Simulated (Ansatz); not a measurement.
ZnSe: geometry relaxation (part 1 of 2)

- system: ZnSe (4 atoms in the cell)
- method: DFT PBE, scalar-relativistic, plane waves, PAW, no spin polarisation (Ansatz 0.2.0)

The structure was made by a generator, so it may or may not be a known phase.

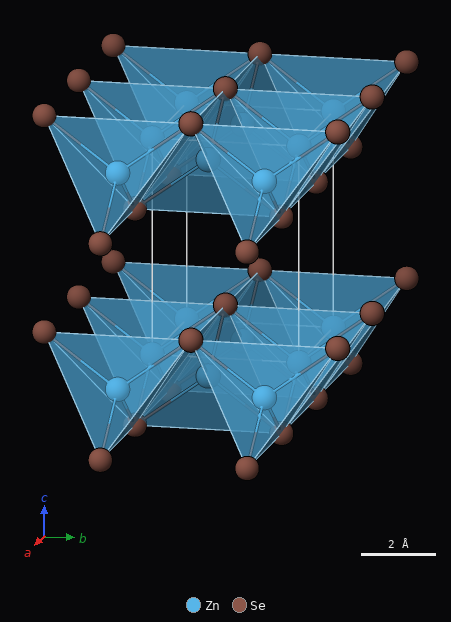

Fig. 1: The starting structure (polyhedral view of the cell of the calculation, repeated 2 × 1 × 1, seen slightly off an axis; polyhedra are completed across the faces of the cell). An atom can appear more than once, as a periodic image.

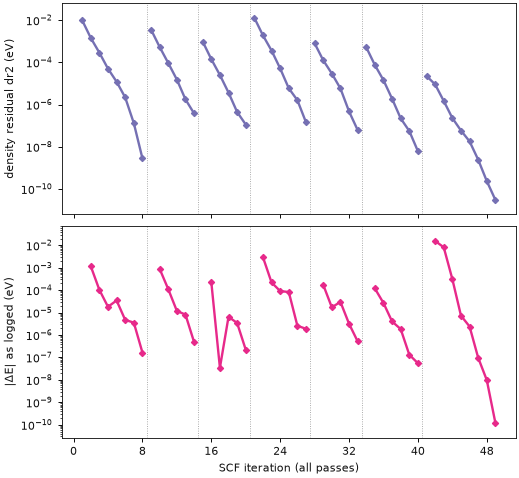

Fig. 2: Convergence of the self-consistent field: density residual dr2 and size of the energy change against the SCF iteration. The dotted lines part the SCF passes of the relaxation: geometry steps, rejected trials and re-solves on a re-selected basis. The 7 passes take 6 to 9 iterations each, 49 in all.

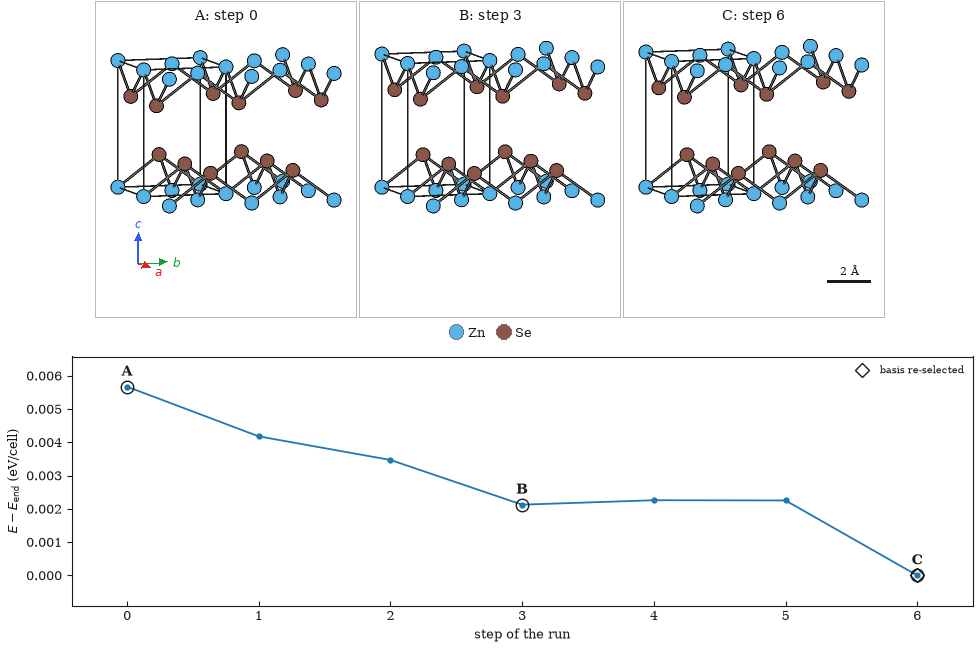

Fig. 3: Frames of the relaxation (ball-and-stick view of the cell of the calculation, repeated 2 × 2 × 1, seen slightly off an axis) above the curves, on which the letters mark them (the first geometry is step 0 here and step 1 in the log).

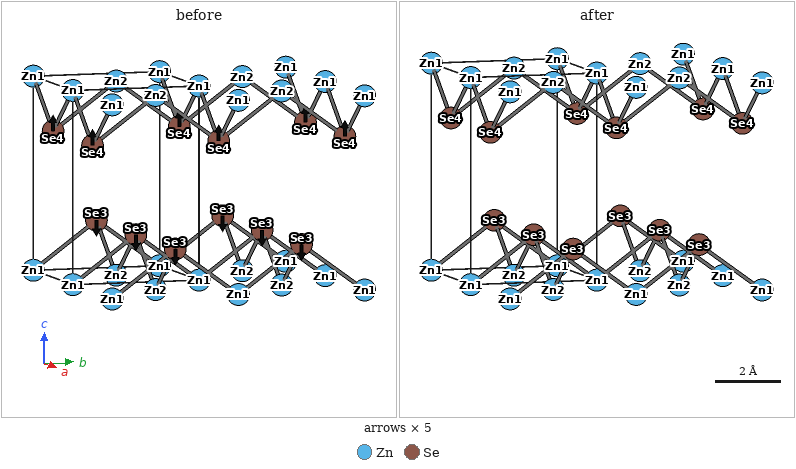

Fig. 4: Before (left) and after (right) the relaxation, at one scale (ball-and-stick view of the cell of the calculation, repeated 2 × 2 × 1, seen slightly off an axis). The black arrows give the displacements (without the part carried along by the change of the cell), magnified 5 times. The largest moves relative to the cell, 0.10 Å, are those of Se3 and Se4. Zn stays in place. Cell: a = b 4.108 → 4.101 Å (−0.2 %), c 6.070 → 6.476 Å (+6.7 %). Volume +6.3 %. Among the contacts that change: Zn1–Se3 2.540 → 2.535 Å. The space group stays P4/nmm (No. 129). After 5 geometry steps the energy has fallen by 3.4 meV per cell of the calculation. Largest force component: 0.087 eV/Å at the start, 0.00067 eV/Å at the end. The pressure goes from −0.18 to 0.00 GPa. A last SCF at the same geometry on a re-selected plane-wave basis shifts the energy by −2.3 meV per cell of the calculation. (Atoms are counted from 1 in the order of the input.)

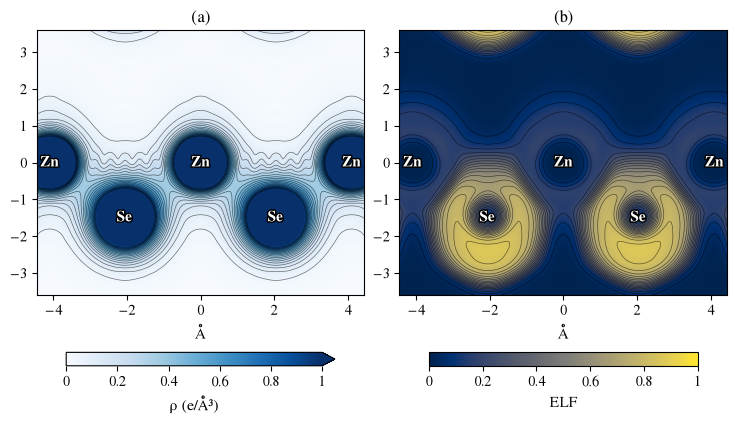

Fig. 5: (a) valence electron density; (b) electron localisation function on the (100) plane of the conventional cell. Zn–Se (2.54 Å): ρ is about 0.4 e/Å³ halfway; the ELF is about 0.55 at the midpoint. The density dies away to nearly zero in the voids. Core electrons are frozen (PAW), so the fields are smoothed inside the atomic spheres.

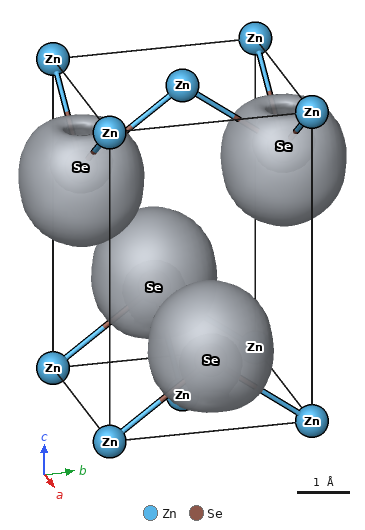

Fig. 6: Isosurface of the ELF at 0.7 (grey), seen at an oblique angle. Core shells and regions of very low density are left out. Sticks mark near contacts. The outline is the cell set on symmetry axes. Values along the shortest contacts: Zn–Se (2.54 Å): the ELF is about 0.55 at the midpoint.

The input and output of the run follow.

Input file
```yaml
crystal:
  lattice:
    - [4.10770178, 0.0, 0.0]
    - [0.0, 4.10770178, 0.0]
    - [0.0, 0.0, 6.07035017]
  atoms:
    - { symbol: Zn, position: [0.0, 0.0, 0.0] }
    - { symbol: Zn, position: [0.5, 0.5, 0.0] }
    - { symbol: Se, position: [0.0, 0.5, 0.24628] }
    - { symbol: Se, position: [0.5, 0.0, 0.75372] }
basis:
  ecutwfc: 420
kpoints:
  mp_grid: { grid: [8, 8, 6] }
hamiltonian:
  xc: pbe
scf:
  occupations: { method: gaussian, width: 0.02 }
output:
  forces: true
  stress: true
  eigenvalues: true
  write_density: true
  write_potential: true
  elf: true
  volumetric_format: npy
relax:
  adjacent_minimum: "off"
  f_tol: 0.01
  max_steps: 80
  cell: { stress_tol: 0.05 }
```

Launch command:
```bash
ansatz run input.yaml --threads 1 --pin off --max-ram 2560MiB --backend cpu --events-out ev --progress --plain --runs-dir out
```

What the program printed
```
Engine: ansatz 0.2.0, aarch64-unknown-linux-gnu
Pseudopotentials: kind: paw
Pseudopotential: Zn, paw, valence charge 12, recommended cutoff 420 eV (normal), Zn.paw.azcp
Pseudopotential: Se, paw, valence charge 16, recommended cutoff 420 eV (normal), Se.paw.azcp
Functional definition: PBE
  parameter kappa = 0.804
  parameter beta = 0.06672455060314922
  exchange = pbe_x(kappa = kappa, mu = beta*pi^2/3)
  correlation = pbe_c(beta = beta)
Crystal: 4 atoms, lattice volume = 102.426 Å³
Basis set: ecut = 420 eV, 1989 PW (Γ), exchange–correlation on 60×60×90 points (8 copies of the dense FFT grid, shifted against one another)
Bands: 34, of which v1, the nominal top of the filled ones, is band 28 counted from 1 (27 counted from 0)
Symmetry: 16 space group operations
Space group: P4/nmm (ITA 129), of the structure as read, at distance tolerance 4.7e-5 Å
k-points: 60 of 384
Non-local potential: Zn, projectors of the file, l = 0: 2, l = 1: 2, l = 2: 3, l = 3: 1
Non-local potential: Se, projectors of the file, l = 0: 2, l = 1: 2, l = 2: 3, l = 3: 1
PAW form: soft (Blöchl's): semilocal exchange-correlation on the pseudo side does not see the compensation charge
PAW one-centre angular grid: Zn, 590 points (default); XC on 64 Gauss nodes
PAW one-centre angular grid: Se, 590 points (default); XC on 64 Gauss nodes
Initial density: superposition of atomic densities (neutral atoms: chi_scale 0, normalization atom), corrected by the library's trained network
Initial wavefunctions: pseudopotential atomic-orbital guess
Functional: x = pbe(κ = 0.804, μ = 0.2195149727645171), c = pbe(β = 0.06672455060314922)
SCF iter   1: F=—  HF=-17578.437451 eV  |F-HF|=—  |Δ(HF+E_count)|=         —  Δρ=1.81e-3  dr2=9.94e-3  ethr=1.77e-3  ⟨swp⟩=6.5  Hψ=9036  notcnv=0
preconditioner: auto → Resta (q_TF=auto, 2.467 Å⁻¹)  ε∞=5.2  [insulator: Δε(μ)=1.966 eV  Ē_g=10.799 eV  σ=0.020 eV  W_gap=1.00  n_scr=28 (ndim 8)  ℏωp=22.0 eV  f_vac=0.223  D(μ)=0.00/eV (n_scr^D=0)  ε∞_Penn≈5.2]
SCF iter   2: F=—  HF=-17578.436279 eV  |F-HF|=—  |Δ(HF+E_count)|=   1.17e-3  Δρ=8.62e-4  dr2=1.44e-3  ethr=1.77e-5  ⟨swp⟩=2.0  Hψ=2989  notcnv=0  defer=103
SCF iter   3: F=—  HF=-17578.436176 eV  |F-HF|=—  |Δ(HF+E_count)|=   1.03e-4  Δρ=3.22e-4  dr2=2.87e-4  ethr=2.56e-6  ⟨swp⟩=2.8  Hψ=3764  notcnv=0  defer=103
SCF iter   4: F=—  HF=-17578.436158 eV  |F-HF|=—  |Δ(HF+E_count)|=   1.82e-5  Δρ=1.76e-4  dr2=5.01e-5  ethr=5.12e-7  ⟨swp⟩=2.0  Hψ=2897  notcnv=0  defer=103
SCF iter   5: F=—  HF=-17578.436192 eV  |F-HF|=—  |Δ(HF+E_count)|=   3.47e-5  Δρ=1.08e-4  dr2=1.21e-5  ethr=8.94e-8  ⟨swp⟩=2.0  Hψ=2897  notcnv=0  defer=103
SCF iter   6: F=—  HF=-17578.436197 eV  |F-HF|=—  |Δ(HF+E_count)|=   4.71e-6  Δρ=4.71e-5  dr2=2.17e-6  ethr=2.16e-8  ⟨swp⟩=2.0  Hψ=2906  notcnv=0  defer=103
SCF iter   7: F=—  HF=-17578.436201 eV  |F-HF|=—  |Δ(HF+E_count)|=   3.58e-6  Δρ=8.48e-6  dr2=1.31e-7  ethr=3.88e-9  ⟨swp⟩=2.0  Hψ=3017  notcnv=0  defer=103
SCF iter   8: F=-17578.436201 eV  HF=-17578.436201 eV  |F-HF|=5.53e-9  |Δ(HF+E_count)|=   1.66e-7  Δρ=1.57e-6  dr2=2.81e-9  ethr=1.79e-10  ⟨swp⟩=12.2  Hψ=14453  notcnv=0
SCF 1 converged in 8 iterations: F = -17578.436201 eV  dr2 = 2.81e-9
  greatest PAW one-centre occupation: 1.000 electrons in one spin orbital (limit 2), on the Se atom at site 3 (counted from 0), in its partial waves of l = 2
relax step   1: F+E_penalty+E_count = -17578.43620073 eV  Δ(F+E_penalty+E_count) = +0.000e0 eV  max|allowed force component| = 8.737e-2 eV/Å  Δτ_max = 0.0000 Å  P = -0.179 GPa  Ω = 102.426 Å³  (8 SCF iters, dr2 threshold 1.00e-7 eV, accepted)
Crystal: 4 atoms, lattice volume = 103.393 Å³
Basis set: ecut = 420 eV, 2021 PW (Γ), exchange–correlation on 60×60×90 points (8 copies of the dense FFT grid, shifted against one another)
Initial density: handed on by an earlier stage of this run
Initial wavefunctions: those handed on with the density
iter 1 solved again at ethr=6.73e-6 eV; its pass at ethr=3.10e-3 eV (dr2=3.77e-3 eV) is discarded
SCF iter   1: F=—  HF=-17578.438701 eV  |F-HF|=—  |Δ(HF+E_count)|=         —  Δρ=1.71e-3  dr2=3.59e-3  ethr=6.73e-6  ⟨swp⟩=2.3  Hψ=9623  notcnv=0
preconditioner: auto → Resta (q_TF=auto, 2.463 Å⁻¹)  ε∞=5.1  [insulator: Δε(μ)=1.954 eV  Ē_g=10.816 eV  σ=0.020 eV  W_gap=1.00  n_scr=28 (ndim 8)  ℏωp=21.9 eV  f_vac=0.231  D(μ)=0.00/eV (n_scr^D=0)  ε∞_Penn≈5.1]
SCF iter   2: F=—  HF=-17578.437808 eV  |F-HF|=—  |Δ(HF+E_count)|=   8.92e-4  Δρ=7.46e-4  dr2=5.36e-4  ethr=6.40e-6  ⟨swp⟩=2.0  Hψ=2698  notcnv=0
SCF iter   3: F=—  HF=-17578.437697 eV  |F-HF|=—  |Δ(HF+E_count)|=   1.11e-4  Δρ=3.55e-4  dr2=9.28e-5  ethr=9.57e-7  ⟨swp⟩=2.0  Hψ=3569  notcnv=0
SCF iter   4: F=—  HF=-17578.437685 eV  |F-HF|=—  |Δ(HF+E_count)|=   1.19e-5  Δρ=1.21e-4  dr2=1.53e-5  ethr=1.66e-7  ⟨swp⟩=2.0  Hψ=2998  notcnv=0
SCF iter   5: F=—  HF=-17578.437693 eV  |F-HF|=—  |Δ(HF+E_count)|=   8.12e-6  Δρ=3.05e-5  dr2=1.76e-6  ethr=2.74e-8  ⟨swp⟩=2.0  Hψ=3120  notcnv=0
SCF iter   6: F=-17578.437694 eV  HF=-17578.437694 eV  |F-HF|=2.96e-7  |Δ(HF+E_count)|=   4.86e-7  Δρ=1.33e-5  dr2=3.79e-7  ethr=7.14e-10  ⟨swp⟩=9.9  Hψ=18597  notcnv=0
SCF 2 converged in 6 iterations: F = -17578.437694 eV  dr2 = 3.79e-7
relax step   2: F+E_penalty+E_count = -17578.43769387 eV  Δ(F+E_penalty+E_count) = -1.493e-3 eV  max|allowed force component| = 1.696e-2 eV/Å  Δτ_max = 0.0237 Å  P = +0.080 GPa  Ω = 103.393 Å³  energy of the carried Pulay correction = -3.089e-4 eV  (6 SCF iters, dr2 threshold 4.00e-7 eV, accepted)
Crystal: 4 atoms, lattice volume = 104.178 Å³
Basis set: ecut = 420 eV, 2053 PW (Γ), exchange–correlation on 60×60×90 points (8 copies of the dense FFT grid, shifted against one another)
iter 1 solved again at ethr=1.65e-6 eV; its pass at ethr=3.10e-3 eV (dr2=9.26e-4 eV) is discarded
SCF iter   1: F=—  HF=-17578.438637 eV  |F-HF|=—  |Δ(HF+E_count)|=         —  Δρ=9.82e-4  dr2=9.64e-4  ethr=1.65e-6  ⟨swp⟩=2.4  Hψ=9835  notcnv=0
preconditioner: auto → Resta (q_TF=auto, 2.460 Å⁻¹)  ε∞=5.1  [insulator: Δε(μ)=1.962 eV  Ē_g=10.823 eV  σ=0.020 eV  W_gap=1.00  n_scr=28 (ndim 8)  ℏωp=21.8 eV  f_vac=0.237  D(μ)=0.00/eV (n_scr^D=0)  ε∞_Penn≈5.1]
SCF iter   2: F=—  HF=-17578.438405 eV  |F-HF|=—  |Δ(HF+E_count)|=   2.31e-4  Δρ=4.38e-4  dr2=1.42e-4  ethr=1.65e-6  ⟨swp⟩=2.8  Hψ=3530  notcnv=0
SCF iter   3: F=—  HF=-17578.438405 eV  |F-HF|=—  |Δ(HF+E_count)|=   3.47e-8  Δρ=1.94e-4  dr2=2.51e-5  ethr=2.53e-7  ⟨swp⟩=2.0  Hψ=3512  notcnv=0
SCF iter   4: F=—  HF=-17578.438399 eV  |F-HF|=—  |Δ(HF+E_count)|=   6.50e-6  Δρ=6.75e-5  dr2=3.70e-6  ethr=4.49e-8  ⟨swp⟩=2.0  Hψ=2998  notcnv=0
SCF iter   5: F=—  HF=-17578.438402 eV  |F-HF|=—  |Δ(HF+E_count)|=   3.44e-6  Δρ=1.41e-5  dr2=4.44e-7  ethr=6.61e-9  ⟨swp⟩=2.0  Hψ=3120  notcnv=0
SCF iter   6: F=-17578.438403 eV  HF=-17578.438403 eV  |F-HF|=9.17e-8  |Δ(HF+E_count)|=   2.22e-7  Δρ=6.29e-6  dr2=1.13e-7  ethr=3.30e-10  ⟨swp⟩=9.4  Hψ=16451  notcnv=0
SCF 3 converged in 6 iterations: F = -17578.438403 eV  dr2 = 1.13e-7
  Residual-converged pass: ⟨swp⟩=1.0  Hψ=2280  notcnv=0  max |occ|·‖R‖ = 7.0e-9 eV (tolerance 1.0e-8 eV)  dr2=1.13e-7  dr2_onsite=1.59e-8  max |Δocc| = 0.0e0
relax step   3: F+E_penalty+E_count = -17578.43840273 eV  Δ(F+E_penalty+E_count) = -7.089e-4 eV  max|allowed force component| = 2.994e-2 eV/Å  Δτ_max = 0.0127 Å  P = +0.117 GPa  Ω = 104.178 Å³  energy of the carried Pulay correction = -5.576e-4 eV  (6 SCF iters, dr2 threshold 1.85e-7 eV, accepted)
Crystal: 4 atoms, lattice volume = 107.296 Å³
Basis set: ecut = 420 eV, 2133 PW (Γ), exchange–correlation on 60×60×90 points (8 copies of the dense FFT grid, shifted against one another)
iter 1 solved again at ethr=2.39e-5 eV; its pass at ethr=3.10e-3 eV (dr2=1.34e-2 eV) is discarded
SCF iter   1: F=—  HF=-17578.442929 eV  |F-HF|=—  |Δ(HF+E_count)|=         —  Δρ=3.55e-3  dr2=1.29e-2  ethr=2.39e-5  ⟨swp⟩=2.0  Hψ=11837  notcnv=0
preconditioner: auto → Resta (q_TF=auto, 2.448 Å⁻¹)  ε∞=5.0  [insulator: Δε(μ)=2.048 eV  Ē_g=10.789 eV  σ=0.020 eV  W_gap=1.00  n_scr=28 (ndim 8)  ℏωp=21.5 eV  f_vac=0.262  D(μ)=0.00/eV (n_scr^D=0)  ε∞_Penn≈5.0]
SCF iter   2: F=—  HF=-17578.439971 eV  |F-HF|=—  |Δ(HF+E_count)|=   2.96e-3  Δρ=1.60e-3  dr2=1.90e-3  ethr=2.31e-5  ⟨swp⟩=3.2  Hψ=3488  notcnv=0
SCF iter   3: F=—  HF=-17578.439751 eV  |F-HF|=—  |Δ(HF+E_count)|=   2.20e-4  Δρ=7.31e-4  dr2=3.62e-4  ethr=3.39e-6  ⟨swp⟩=2.0  Hψ=3949  notcnv=0
SCF iter   4: F=—  HF=-17578.439660 eV  |F-HF|=—  |Δ(HF+E_count)|=   9.13e-5  Δρ=2.48e-4  dr2=5.15e-5  ethr=6.47e-7  ⟨swp⟩=2.0  Hψ=3006  notcnv=0
SCF iter   5: F=—  HF=-17578.439742 eV  |F-HF|=—  |Δ(HF+E_count)|=   8.26e-5  Δρ=4.78e-5  dr2=5.90e-6  ethr=9.20e-8  ⟨swp⟩=2.8  Hψ=3720  notcnv=0
SCF iter   6: F=—  HF=-17578.439745 eV  |F-HF|=—  |Δ(HF+E_count)|=   2.58e-6  Δρ=2.33e-5  dr2=1.61e-6  ethr=1.05e-8  ⟨swp⟩=2.0  Hψ=3720  notcnv=0
SCF iter   7: F=-17578.439747 eV  HF=-17578.439747 eV  |F-HF|=1.95e-7  |Δ(HF+E_count)|=   1.90e-6  Δρ=7.87e-6  dr2=1.44e-7  ethr=3.84e-10  ⟨swp⟩=7.2  Hψ=15154  notcnv=0
SCF 4 converged in 7 iterations: F = -17578.439747 eV  dr2 = 1.44e-7
relax step   4: F+E_penalty+E_count = -17578.43974694 eV  Δ(F+E_penalty+E_count) = -1.344e-3 eV  max|allowed force component| = 3.239e-2 eV/Å  Δτ_max = 0.0441 Å  P = +0.142 GPa  Ω = 107.296 Å³  energy of the carried Pulay correction = -1.527e-3 eV  (7 SCF iters, dr2 threshold 2.15e-7 eV, accepted)
```
